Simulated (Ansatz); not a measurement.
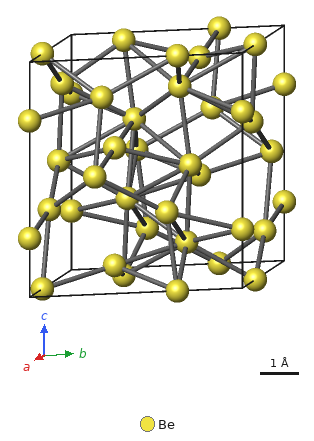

Phonons of crystalline Be (a generated structure), space group R-3c (No. 167), at the zone centre. Style: ball-and-stick. Shown: the conventional cell (3 times the calculation's cell), slightly off an axis. Lengths and directions refer to the drawn axes.

The calculation used DFT PBE, scalar-relativistic, plane waves, PAW (Ansatz). Set-up: plane-wave cutoff 420 eV; k-point mesh 12 × 12 × 12; occupations fermi dirac; smearing width 0.15 eV; no spin polarisation.

The frequencies depend somewhat on the k-mesh and the smearing.

Which optical modes does it have, at what frequencies, and is it stable there?

Answer. The calculation's cell holds 8 atoms, so there are 21 optical modes, in 14 levels. The optical modes span 2A₁u + 2A₂u + 4E_u + A₁g + 3E_g + 2A₂g. No level is unstable.

| level | symmetry | frequency (cm⁻¹) | activity |
| --- | --- | --- | --- |
| 1 | A₁u | 56 | silent |
| 2 | A₂u | 249 | infrared-active |
| 3 | E_u | 359 | infrared-active |
| 4 | A₁g | 387 | Raman-active |
| 5 | E_g | 427 | Raman-active |
| 6 | A₂g | 456 | silent |
| 7 | A₁u | 474 | silent |
| 8 | A₂u | 550 | infrared-active |
| 9 | E_u | 595 | infrared-active |
| 10 | E_g | 598 | Raman-active |
| 11 | E_u | 601 | infrared-active |
| 12 | E_u | 662 | infrared-active |
| 13 | A₂g | 690 | silent |
| 14 | E_g | 726 | Raman-active |

The crystal is a metal, so free carriers screen the infrared response.

The modes drawn as arrows (one member of each degenerate set), 6 of the levels:

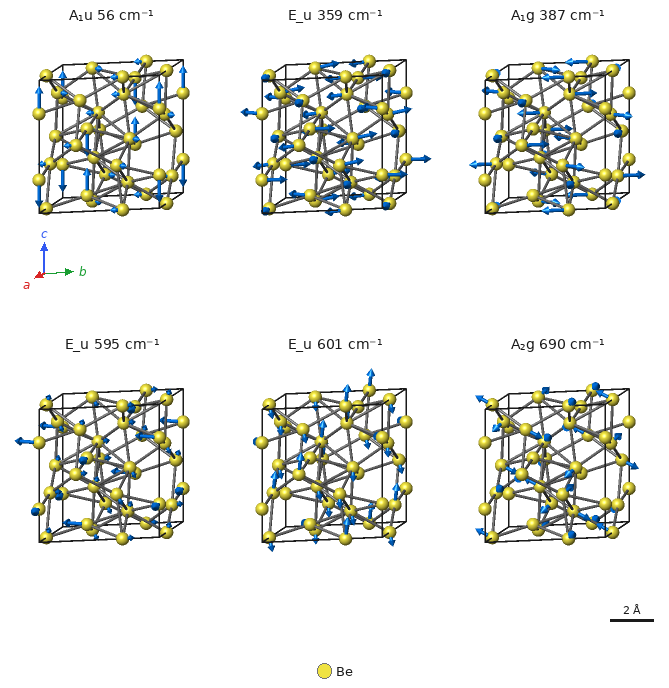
